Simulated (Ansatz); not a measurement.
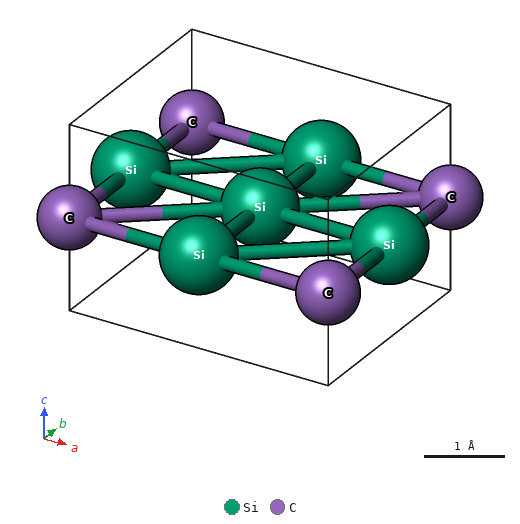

Fig. 1: The input geometry (ball-and-stick view of the cell of the calculation, seen slightly off an axis).

# Band-structure calculation, with input and output: Si₃C

The run: band-structure calculation of Si₃C (4 atoms in the cell). Method and program: DFT PBE, scalar-relativistic, plane waves, PAW, no spin polarisation (Ansatz 0.2.0).

The structure was made by a generator, so it may or may not be a known phase.

What the program printed
```
scf.n_extra_bands = 10 over 8 filled bands (N_el = 16.0): the run solves 18 bands
Engine: ansatz 0.2.0, x86_64-unknown-linux-gnu
Pseudopotentials: kind: paw
Pseudopotential: Si, paw, valence charge 4, recommended cutoff 420 eV (normal), Si.paw.azcp
Pseudopotential: C, paw, valence charge 4, recommended cutoff 420 eV (normal), C.paw.azcp
Functional definition: PBE
  parameter kappa = 0.804
  parameter beta = 0.06672455060314922
  exchange = pbe_x(kappa = kappa, mu = beta*pi^2/3)
  correlation = pbe_c(beta = beta)
Crystal: 4 atoms, lattice volume = 50.898 Å³
Basis set: ecut = 420 eV, 975 PW (Γ), exchange–correlation on 72×72×36 points (8 copies of the dense FFT grid, shifted against one another)
Bands: 18, of which v1, the nominal top of the filled ones, is band 8 counted from 1 (7 counted from 0)
Symmetry: 24 space group operations
Space group: P6/mmm (ITA 191), of the structure as read, at distance tolerance 3.7e-5 Å
k-points: 190 of 2592
Non-local potential: Si, projectors of the file, l = 0: 2, l = 1: 2, l = 2: 2
Non-local potential: C, projectors of the file, l = 0: 2, l = 1: 2, l = 2: 1
PAW form: soft (Blöchl's): semilocal exchange-correlation on the pseudo side does not see the compensation charge
PAW one-centre angular grid: Si, 110 points (default); XC on 64 Gauss nodes
PAW one-centre angular grid: C, 110 points (default); XC on 64 Gauss nodes
Initial density: superposition of atomic densities (neutral atoms: chi_scale 0, normalization atom), corrected by the library's trained network
Initial wavefunctions: pseudopotential atomic-orbital guess
Functional: x = pbe(κ = 0.804, μ = 0.2195149727645171), c = pbe(β = 0.06672455060314922)
SCF iter   1: F=—  HF=-2153.503417 eV  |F-HF|=—  |Δ(HF+E_count)|=         —  Δρ=4.14e-3  dr2=8.57e-3  ethr=1.77e-3  ⟨swp⟩=5.5  Hψ=20110  notcnv=0  defer=139
preconditioner: auto → none  [metal: Δε(μ)=0.016 eV  Ē_g=11.821 eV  σ=0.100 eV  W_gap=0.09  n_scr=6 (ndim 8)  ℏωp=20.8 eV  f_vac=0.000  D(μ)=1.10/eV (n_scr^D=6)  sad-step TF]
SCF iter   2: F=—  HF=-2153.502812 eV  |F-HF|=—  |Δ(HF+E_count)|=   6.06e-4  Δρ=2.43e-3  dr2=3.16e-3  ethr=5.36e-5  ⟨swp⟩=1.0  Hψ=4940  notcnv=0  defer=218
SCF iter   3: F=—  HF=-2153.502324 eV  |F-HF|=—  |Δ(HF+E_count)|=   4.87e-4  Δρ=3.44e-4  dr2=1.60e-4  ethr=1.97e-5  ⟨swp⟩=1.4  Hψ=3086  notcnv=0  defer=218
SCF iter   4: F=—  HF=-2153.502300 eV  |F-HF|=—  |Δ(HF+E_count)|=   2.45e-5  Δρ=6.48e-5  dr2=5.05e-6  ethr=1.00e-6  ⟨swp⟩=2.2  Hψ=3686  notcnv=0  defer=218
SCF iter   5: F=—  HF=-2153.502247 eV  |F-HF|=—  |Δ(HF+E_count)|=   5.32e-5  Δρ=1.37e-5  dr2=7.35e-8  ethr=3.16e-8  ⟨swp⟩=2.1  Hψ=3955  notcnv=0  defer=218
SCF iter   6: F=-2153.502247 eV  HF=-2153.502247 eV  |F-HF|=1.09e-8  |Δ(HF+E_count)|=   1.51e-8  Δρ=3.42e-6  dr2=1.36e-8  ethr=4.60e-10  ⟨swp⟩=9.8  Hψ=23325  notcnv=0
SCF 1 converged in 6 iterations: F = -2153.502247 eV  dr2 = 1.36e-8
  greatest PAW one-centre occupation: 0.703 electrons in one spin orbital (limit 2), on the C atom at site 3 (counted from 0), in its partial waves of l = 0
NSCF: frozen V_eff on 129 k-points
NSCF: frozen V_eff on 518 k-points
SCF converged after 6 iterations
Free energy (F): -2153.502247 eV
Harris-Foulkes:  -2153.502247 eV  (|F-HF|=1.09e-8)
Internal energy: -2153.496507 eV  (E = F + TS)
E sigma→0 (E₀):  -2153.499377 eV
Entropy (-TS):   -0.005740 eV (-1.435 meV/atom)
Fermi energy:    10.095642 eV
--- Per-component energies (eV) ---
  E_band       = 68.102552
  E_kinetic    = 204.901226
  E_local      = -69.506483  (includes V_loc(G=0)·N_el)
  E_nonlocal   = 104.040541
  E_hartree    = 20.441362
  E_xc         = -214.428738
  E_vxc        = -200.961041  (∫ρ·V_xc dr)
  E_paw        = -1635.094089  (= ΣΔE_a)
  E_vpaw       = -11.255011  (= ΣTr[D̂ρ^β])
  E_aug_tail   = 0.000022  (compensation charges beyond the density's cutoff)
  E_ewald      = -563.850348
  E_smearing   = -0.005740  (= −TS)
  E_closure    = 0.000000  (closes the sum)
  Σ components = -2153.502247   (vs F -2153.502247, Δ=0.00e0)
--- Forces (eV/Å), atoms counted from 1 ---
  atom   1  Si     0.00000000    -0.00000000     0.00000000
  atom   2  Si    -0.00000000     0.00000000     0.00000000
  atom   3  Si     0.00000000    -0.00000000     0.00000000
  atom   4  C      0.00000000    -0.00000000     0.00000000
  max |Σ_I F_I| component: 1.79e-31 eV/Å
--- Stress (GPa, compression-positive) ---
       -0.016158       0.000000       0.000000
        0.000000      -0.016158       0.000000
        0.000000       0.000000      -0.000926
  P = ⅓ Tr σ = -0.0111 GPa (-0.111 kbar)
--- Band table (eV; the first three rows and the last of 190) ---
  k-point 0: bands = ["-4.7487", "1.2060", "2.6145", "3.1170", "3.1170", "3.5620", "3.5620", "14.1561", "14.1561", "14.2614", "16.8170", "17.8201", "18.6747", "18.6747", "19.4557", "19.7492", "21.3149", "21.3149"]
  k-point 1: bands = ["-4.6781", "1.2637", "2.6812", "3.1906", "3.1906", "3.6237", "3.6237", "13.8124", "14.1900", "14.1900", "16.3832", "17.8812", "18.5421", "18.5421", "18.6369", "21.2892", "21.3473", "21.3473"]
  k-point 2: bands = ["-4.4669", "1.4360", "2.8806", "3.4112", "3.4112", "3.8072", "3.8072", "12.6148", "14.2883", "14.2883", "15.3607", "18.0644", "18.0681", "18.0681", "18.4896", "21.4113", "21.4113", "21.6595"]
  k-point 189: bands = ["1.0883", "2.6975", "2.6975", "4.8178", "4.8178", "5.5966", "8.8404", "8.8404", "9.5104", "10.1807", "14.6722", "14.6722", "15.0188", "15.0188", "16.4635", "17.1256", "18.0565", "18.5023"]
--- Löwdin populations: 4 sites ---
  site symbol       q [e]
     0     Si      3.7349
     1     Si      3.7349
     2     Si      3.7349
     3      C      4.5342
  spilling = 0.016326 (of n_electrons = 16.000000)
--- Bader charges: 4 sites ---
  site symbol  charge [e]  shift [e]
     0     Si      0.2760     0.0001
     1     Si      0.2760     0.0001
     2     Si      0.2760     0.0001
     3      C     -0.8280     0.0002
  estimated error of the sums over rays = 3.9e-4 e
```

File bader_charges.tsv
```
# site	symbol	x_ang	y_ang	z_ang	partial_charge_e	electrons	volume_ang3	relative_density_drop	shared_charge_e	partial_wave_shift_e
# quadrature_error_electrons = 3.9e-4
0	Si	2.4574	0.0000	1.2166	0.27599	13.72401	12.84	-	0.27599	0.00007
1	Si	-1.2287	2.1282	1.2166	0.27600	13.72400	12.84	-	0.27600	0.00007
2	Si	1.2287	2.1282	1.2166	0.27599	13.72401	12.84	-	0.27599	0.00007
3	C	0.0000	0.0000	1.2166	-0.82798	6.82798	12.39	-	-0.82798	0.00021
```

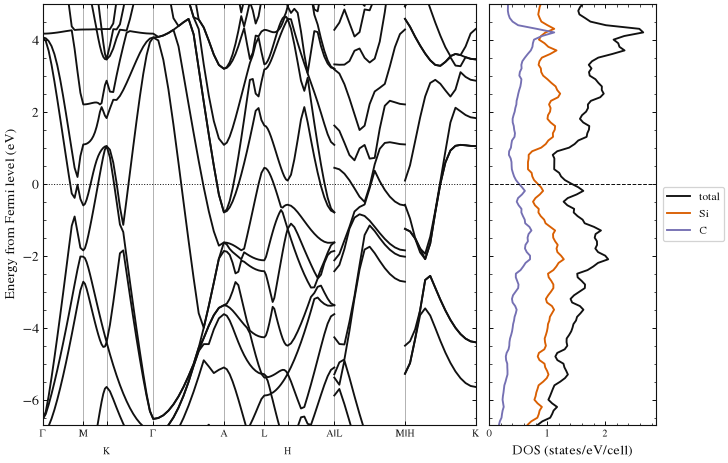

Fig. 2: Band structure along Γ–M–K–Γ–A–L–H–A|L–M|H–K and density of states (projected on Löwdin-orthogonalised atomic shells), with energies from the Fermi level. Bands cross the Fermi level: a metal at this level of theory.

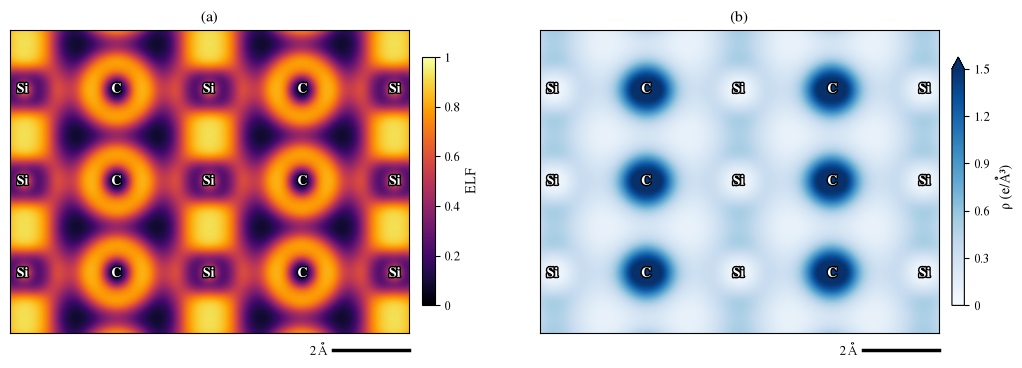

Fig. 3: (a) ELF; (b) valence electron density on the (010) plane of the conventional cell. Atoms in the plane: Si and C. Away from the nuclei the density in this plane falls to 0.11 e/Å³ at its lowest. In a PAW calculation such maps are meaningful between the atoms, not at the nuclei.

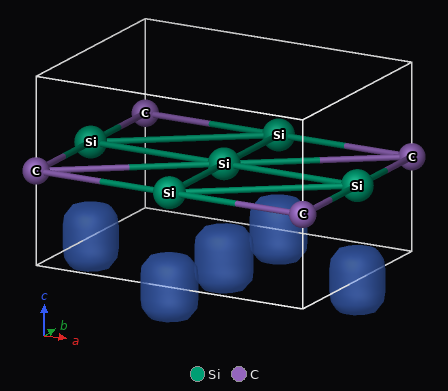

Fig. 4: Isosurface of the ELF at 0.85 (blue), seen slightly off an axis. Core shells and regions of very low density are left out. Sticks mark near contacts. The outline is the cell set on symmetry axes. The ELF exceeds this value in three regions between bonded Si–Si atoms (shared pairs), counted in one cell of 4 atoms.

This output came from the following input.

Input file
```yaml
crystal:
  lattice:
    - [4.9147989607, 0.0, 0.0]
    - [-2.4573994803, 4.2563407544, 0.0]
    - [0.0, 0.0, 2.4331068524]
  atoms:
    - { symbol: Si, position: [0.5, 0.0, 0.5] }
    - { symbol: Si, position: [0.0, 0.5, 0.5] }
    - { symbol: Si, position: [0.5, 0.5, 0.5] }
    - { symbol: C, position: [0.0, 0.0, 0.5] }
basis:
  ecutwfc: 420
kpoints:
  mp_grid: { grid: [12, 12, 18] }
  band_path:
    path:
      - [[0.0, 0.0, 0.0], [0.5, 0.0, 0.0], [0.33333333, 0.33333333, 0.0], [0.0, 0.0, 0.0], [0.0, 0.0, 0.5], [0.5, 0.0, 0.5], [0.33333333, 0.33333333, 0.5], [0.0, 0.0, 0.5]]
      - [[0.5, 0.0, 0.5], [0.5, 0.0, 0.0]]
      - [[0.33333333, 0.33333333, 0.5], [0.33333333, 0.33333333, 0.0]]
    npoints: 14
hamiltonian:
  xc: pbe
scf:
  occupations: { method: gaussian, width: 0.1 }
  n_extra_bands: 10
output:
  forces: true
  stress: true
  eigenvalues: true
  populations: true
  dos: { projected: true, de: 0.02, nscf_kmesh: { grid: [18, 18, 27] } }
  bader: true
  write_density: true
  write_potential: true
  elf: true
  volumetric_format: npy
```

Command:
```bash
ansatz run input.yaml --threads 1 --pin off --max-ram 2048MiB --backend cpu --events-out ev --progress --plain --runs-dir out
```

Results in brief

```json
{"quantity": "outcome", "value": "converged"}
{"quantity": "space group (tolerance 0.01 Å)", "value": "P6/mmm (191)"}
{"quantity": "electrons treated", "value": "16"}
{"quantity": "free energy", "value": "−2153.5022 eV"}
{"quantity": "Fermi energy", "value": "10.096 eV"}
{"quantity": "gap on the k-point mesh", "value": "none (metallic)"}
{"quantity": "pressure", "value": "−0.01 GPa"}
{"quantity": "largest force (length of the vector)", "value": "under 0.001 eV/Å"}
{"quantity": "hardware", "value": "1 thread of Intel Xeon (Granite Rapids), 176 GiB of memory available, shared host"}
{"quantity": "wall time", "value": "25 s"}
{"quantity": "peak memory", "value": "0.56 GiB"}
```
